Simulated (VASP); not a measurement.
**Geometry relaxation of MoS$_{2}$ (part 2 of 3)**

MoS$_{2}$ (P6₃/mmc, 6 atoms in the cell); Kohn-Sham DFT of a periodic cell, LDA, VASP PAW LDA potentials, recommended, no spin polarisation (VASP 6.6.1); cutoff 600 eV, 10×10×3 k-mesh, fermi-dirac of 0.05 eV. The structure derives from an entry of the Crystallography Open Database.

Geometry of the input (Å; fractional positions):
```
3.1690  0.0000  0.0000
-1.5845  2.7444  0.0000
0.0000  0.0000  12.3240
Mo 0.6667  0.3333  0.7500
Mo 0.3333  0.6667  0.2500
S  0.6667  0.3333  0.3770
S  0.3333  0.6667  0.8770
S  0.6667  0.3333  0.1230
S  0.3333  0.6667  0.6230
```

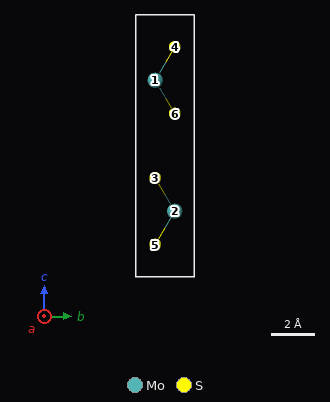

Figure 1. The structure as given in the input (ball-and-stick view of the cell of the calculation, along the a axis; atoms are numbered from 1 in the order of the input).

**Parts of OUTCAR, continued**
```
----------------------------------------------------------------------------------------

 KPOINTS: Automatic mesh

Automatic generation of k-mesh.
 Grid dimensions read from file:
 generate k-points for:   10   10    3

 Generating k-lattice:

  Cartesian coordinates                     Fractional coordinates (reciprocal lattice)
     0.031555696  0.018218689  0.000000000     0.100000000 -0.000000000  0.000000000
     0.000000000  0.036437379  0.000000000     0.000000000  0.100000000  0.000000000
     0.000000000  0.000000000  0.027047495     0.000000000  0.000000000  0.333333333

  Length of vectors
     0.036437379  0.036437379  0.027047495

  Shift w.r.t. Gamma in fractional coordinates (k-lattice)
     0.000000000  0.000000000  0.000000000

 Subroutine IBZKPT returns following result:
 ===========================================

 Found     28 irreducible k-points:

 Following reciprocal coordinates:
            Coordinates               Weight
  0.000000  0.000000  0.000000      1.000000
  0.100000 -0.000000  0.000000      6.000000
  0.200000 -0.000000  0.000000      6.000000
  0.300000  0.000000  0.000000      6.000000
  0.400000 -0.000000  0.000000      6.000000
  0.500000  0.000000  0.000000      3.000000
  0.100000  0.100000  0.000000      6.000000
  0.200000  0.100000  0.000000     12.000000
  0.300000  0.100000  0.000000     12.000000
  0.400000  0.100000  0.000000     12.000000
  0.200000  0.200000  0.000000      6.000000
  0.300000  0.200000  0.000000     12.000000
  0.400000  0.200000  0.000000      6.000000
  0.300000  0.300000  0.000000      6.000000
  0.000000  0.000000  0.333333      2.000000
  0.100000 -0.000000  0.333333     12.000000
  0.200000 -0.000000  0.333333     12.000000
  0.300000  0.000000  0.333333     12.000000
  0.400000 -0.000000  0.333333     12.000000
  0.500000  0.000000  0.333333      6.000000
  0.100000  0.100000  0.333333     12.000000
  0.200000  0.100000  0.333333     24.000000
  0.300000  0.100000  0.333333     24.000000
  0.400000  0.100000  0.333333     24.000000
 [... further k-points ...]
   k-points           NKPTS =     28   k-points in BZ     NKDIM =     28   number of bands    NBANDS=     31
   number of dos      NEDOS =    301   number of ions     NIONS =      6
   total plane-waves  NPLWV =  76832
   dimension x,y,z NGX =    28 NGY =   28 NGZ =   98
   dimension x,y,z NGXF=    56 NGYF=   56 NGZF=  196
   ions per type =               2   4
   NGX,Y,Z   is equivalent  to a cutoff of  14.69, 14.69, 13.22 a.u.
   NGXF,Y,Z  is equivalent  to a cutoff of  29.38, 29.38, 26.44 a.u.
 SYSTEM =  unknown system
   PREC   = accura    normal or accurate (medium, high low for compatibility)
   ISTART =      0    job   : 0-new  1-cont  2-samecut
   ICHARG =      2    charge: 1-file 2-atom 10-const
   ISPIN  =      1    spin polarized calculation?
   LNONCOLLINEAR =      F non collinear calculations
   LSORBIT =      F    spin-orbit coupling
   LASPH  =      T    aspherical Exc in radial PAW
   ENCUT  =  600.0 eV  44.10 Ry    6.64 a.u.   6.33  6.33 24.61*2*pi/ulx,y,z
   NELM   =     80;   NELMIN=  2; NELMDL= -5     # of ELM steps
   EDIFF  = 0.1E-05   stopping-criterion for ELM
   LREAL  =      F    real-space projection
   EDIFFG = -.5E-02   stopping-criterion for IOM
   NSW    =     40    number of steps for IOM
   IBRION =      2    ionic relax: 0-MD 1-quasi-New 2-CG
   NFREE  =      1    steps in history (QN), initial steepest desc. (CG)
   ISIF   =      3    stress and relaxation
   ISYM   =      2    0-nonsym 1-usesym 2-fastsym
   POTIM  = 0.5000    time-step for ionic-motion
   TEBEG  =    0.0;   TEEND  =   0.0 temperature during run
   PSTRESS=    0.0 pullay stress
   NELECT =      52.0000    total number of electrons
   NUPDOWN=      -1.0000    fix difference up-down
   EMIN   =  10.00;   EMAX   =-10.00  energy-range for DOS
   EFERMI =   0.00;   METHOD = LEGACY
   ISMEAR =    -1;   SIGMA  =   0.05  broadening in eV -4-tet -1-fermi 0-gaus
   EFERMI_NEDOS =   21; number of points for ismear=-14 and -15
   IALGO  =     38    algorithm
   IMIX   =      4    mixing-type and parameters
     AMIX     =   0.40;   BMIX     =  1.00
     AMIX_MAG =   1.60;   BMIX_MAG =  1.00
  volume/ion in A,a.u.               =      17.86       120.55
  Fermi-wavevector in a.u.,A,eV,Ry     =   1.286373  2.430893 22.514325  1.654756
  Thomas-Fermi vector in A             =   2.418452
   LORBIT       =      0    0 simple, 1 ext, 2 COOP (PROOUT), +10 PAW based schemes
   GGA     = CA    functional components
   LHFCALC =     F    Hartree Fock is set to
   AEXX    =    0.0000 exact exchange contribution
   IVDW    =     0    specifies the selected vdW correction
   LEPSILON=     F    determine dielectric tensor
   LRPA    =     F    only Hartree local field effects (RPA)
 conjugate gradient relaxation of ions
 non-spin polarized calculation
  energy-cutoff  :      600.00
  volume of cell :      107.18
 maximum number of plane-waves:      3613
 NGX is ok and might be reduce to    28
   NGX = 13   NGY = 13   NGZ = 49

--------------------------------------- Ionic step        1  -------------------------------------------

 number of electron      52.0000000 magnetization

 Free energy of the ion-electron system (eV)
  ---------------------------------------------------
  ext. energy  EPLUGINS =         0.00000000
  ---------------------------------------------------
  free energy    TOTEN  =       -48.88915459 eV

  energy without entropy =      -48.88915043  energy(sigma->0) =      -48.88915251

------------------------ aborting loop because EDIFF is reached ----------------------------------------

  FORCE on cell =-STRESS in cart. coord.  units (eV):
  Direction    XX          YY          ZZ          XY          YZ          ZX
  --------------------------------------------------------------------------------------
  -------------------------------------------------------------------------------------
  Total       -3.7979271     -3.7979271     -3.5297346      0.0000000     -0.0000000      0.0000000
  in kB      -56.7715047    -56.7715047    -52.7625565      0.0000000     -0.0000000      0.0000000
  external PRESSURE =     -55.4351886 kB  Pullay stress =       0.0000000 kB

 VOLUME and BASIS-vectors are now :
 -----------------------------------------------------------------------------
  energy-cutoff  :      600.00
  volume of cell :      107.18
      direct lattice vectors                 reciprocal lattice vectors
     3.169000000  0.000000000  0.000000000     0.315556958  0.182186895  0.000000000
    -1.584500000  2.744434505  0.000000000     0.000000000  0.364373789  0.000000000
     0.000000000  0.000000000 12.324000000     0.000000000  0.000000000  0.081142486

 POSITION                                       TOTAL-FORCE (eV/Angst)
 -----------------------------------------------------------------------------------
      1.58450      0.91481      9.24300        -0.000000      0.000000      0.000000
     -0.00000      1.82962      3.08100         0.000000     -0.000000      0.000000
      1.58450      0.91481      4.64615        -0.000000     -0.000000     -0.465205
     -0.00000      1.82962     10.80815         0.000000      0.000000     -0.465205
      1.58450      0.91481      1.51585         0.000000     -0.000000      0.465205
     -0.00000      1.82962      7.67785         0.000000      0.000000      0.465205
 -----------------------------------------------------------------------------------
    total drift:                               -0.000000      0.000000     -0.000000

  FREE ENERGIE OF THE ION-ELECTRON SYSTEM (eV)
  ---------------------------------------------------
  free  energy   TOTEN  =       -48.8891545888 eV

  energy  without entropy=      -48.8891504339  energy(sigma->0) =      -48.88915251

--------------------------------------- Ionic step        2  -------------------------------------------

 number of electron      51.9999998 magnetization

------------------------ aborting loop because EDIFF is reached ----------------------------------------

  FORCE on cell =-STRESS in cart. coord.  units (eV):
  Direction    XX          YY          ZZ          XY          YZ          ZX
  --------------------------------------------------------------------------------------
  -------------------------------------------------------------------------------------
  Total        7.0112138      7.0112138      9.7505522      0.0000000      0.0000000      0.0000000
  in kB      114.7673524    114.7673524    159.6078925      0.0000000      0.0000000      0.0000000
  external PRESSURE =     129.7141991 kB  Pullay stress =       0.0000000 kB

 VOLUME and BASIS-vectors are now :
 -----------------------------------------------------------------------------
  energy-cutoff  :      600.00
  volume of cell :       97.88
      direct lattice vectors                 reciprocal lattice vectors
     3.072228203  0.000000000  0.000000000     0.325496654  0.187925581  0.000000000
    -1.536114102  2.660627670  0.000000000     0.000000000  0.375851161  0.000000000
    -0.000000000 -0.000000000 11.974237150     0.000000000 -0.000000000  0.083512627

 POSITION                                       TOTAL-FORCE (eV/Angst)
 -----------------------------------------------------------------------------------
      1.53611      0.88688      8.98068        -0.000000      0.000000      0.000000
     -0.00000      1.77375      2.99356         0.000000     -0.000000      0.000000
      1.53611      0.88688      4.49248        -0.000000     -0.000000      1.629226
     -0.00000      1.77375     10.47960        -0.000000     -0.000000      1.629226
      1.53611      0.88688      1.49464         0.000000      0.000000     -1.629226
     -0.00000      1.77375      7.48176         0.000000      0.000000     -1.629226
 -----------------------------------------------------------------------------------
    total drift:                               -0.000000      0.000000     -0.000000

  FREE ENERGIE OF THE ION-ELECTRON SYSTEM (eV)
  ---------------------------------------------------
  free  energy   TOTEN  =       -48.6752601847 eV

  energy  without entropy=      -48.6752531191  energy(sigma->0) =      -48.67525665

--------------------------------------- Ionic step        3  -------------------------------------------

 number of electron      52.0000000 magnetization

------------------------ aborting loop because EDIFF is reached ----------------------------------------

  FORCE on cell =-STRESS in cart. coord.  units (eV):
  Direction    XX          YY          ZZ          XY          YZ          ZX
  --------------------------------------------------------------------------------------
  -------------------------------------------------------------------------------------
  Total       -0.5697115     -0.5697115      0.4605450      0.0000000      0.0000000      0.0000000
  in kB       -8.7741423     -8.7741423      7.0928655      0.0000000      0.0000000      0.0000000
  external PRESSURE =      -3.4851397 kB  Pullay stress =       0.0000000 kB

 VOLUME and BASIS-vectors are now :
 -----------------------------------------------------------------------------
  energy-cutoff  :      600.00
  volume of cell :      104.03
      direct lattice vectors                 reciprocal lattice vectors
     3.136863230  0.000000000  0.000000000     0.318789799  0.184053377  0.000000000
    -1.568431615  2.716603245  0.000000000     0.000000000  0.368106753  0.000000000
    -0.000000000 -0.000000000 12.207847890     0.000000000 -0.000000000  0.081914520

 POSITION                                       TOTAL-FORCE (eV/Angst)
 -----------------------------------------------------------------------------------
      1.56843      0.90553      9.15589        -0.000000      0.000000      0.000000
     -0.00000      1.81107      3.05196        -0.000000      0.000000      0.000000
      1.56843      0.90553      4.59541        -0.000000     -0.000000      0.148315
     -0.00000      1.81107     10.69933        -0.000000     -0.000000      0.148315
      1.56843      0.90553      1.50851         0.000000      0.000000     -0.148315
     -0.00000      1.81107      7.61244         0.000000      0.000000     -0.148315
 -----------------------------------------------------------------------------------
    total drift:                               -0.000000      0.000000     -0.000000

  FREE ENERGIE OF THE ION-ELECTRON SYSTEM (eV)
  ---------------------------------------------------
  free  energy   TOTEN  =       -48.9532943516 eV

  energy  without entropy=      -48.9532896349  energy(sigma->0) =      -48.95329199

[... ionic steps 4 to 10 ...]

--------------------------------------- Ionic step       11  -------------------------------------------

 number of electron      51.9999999 magnetization

------------------------ aborting loop because EDIFF is reached ----------------------------------------

  FORCE on cell =-STRESS in cart. coord.  units (eV):
  Direction    XX          YY          ZZ          XY          YZ          ZX
  --------------------------------------------------------------------------------------
  -------------------------------------------------------------------------------------
  Total       -0.1149535     -0.1149535     -0.1012843      0.0000000     -0.0000000     -0.0000000
  in kB       -1.8039885     -1.8039885     -1.5894746      0.0000000     -0.0000000     -0.0000000
  external PRESSURE =      -1.7324839 kB  Pullay stress =       0.0000000 kB

 VOLUME and BASIS-vectors are now :
 -----------------------------------------------------------------------------
  energy-cutoff  :      600.00
  volume of cell :      102.09
      direct lattice vectors                 reciprocal lattice vectors
     3.124828643  0.000000000 -0.000000000     0.320017548  0.184762217  0.000000000
    -1.562414321  2.706180987  0.000000000    -0.000000000  0.369524435  0.000000000
    -0.000000000 -0.000000000 12.073023470     0.000000000 -0.000000000  0.082829293

 POSITION                                       TOTAL-FORCE (eV/Angst)
 -----------------------------------------------------------------------------------
      1.56241      0.90206      9.05477        -0.000000      0.000000      0.000000
     -0.00000      1.80412      3.01826         0.000000     -0.000000      0.000000
      1.56241      0.90206      4.57304         0.000000      0.000000     -0.016147
     -0.00000      1.80412     10.60955         0.000000      0.000000     -0.016147
      1.56241      0.90206      1.46347        -0.000000     -0.000000      0.016147
     -0.00000      1.80412      7.49999        -0.000000     -0.000000      0.016147
 -----------------------------------------------------------------------------------
    total drift:                               -0.000000      0.000000     -0.000000

  FREE ENERGIE OF THE ION-ELECTRON SYSTEM (eV)
  ---------------------------------------------------
  free  energy   TOTEN  =       -48.9614210539 eV

  energy  without entropy=      -48.9614125492  energy(sigma->0) =      -48.96141680

--------------------------------------- Ionic step       12  -------------------------------------------

 number of electron      51.9999998 magnetization

------------------------ aborting loop because EDIFF is reached ----------------------------------------

  FORCE on cell =-STRESS in cart. coord.  units (eV):
  Direction    XX          YY          ZZ          XY          YZ          ZX
  --------------------------------------------------------------------------------------
  -------------------------------------------------------------------------------------
  Total        0.7370573      0.7370573      1.0233314      0.0000000      0.0000000     -0.0000000
  in kB       11.6779843     11.6779843     16.2137307      0.0000000      0.0000000     -0.0000000
  external PRESSURE =      13.1898998 kB  Pullay stress =       0.0000000 kB

 VOLUME and BASIS-vectors are now :
```
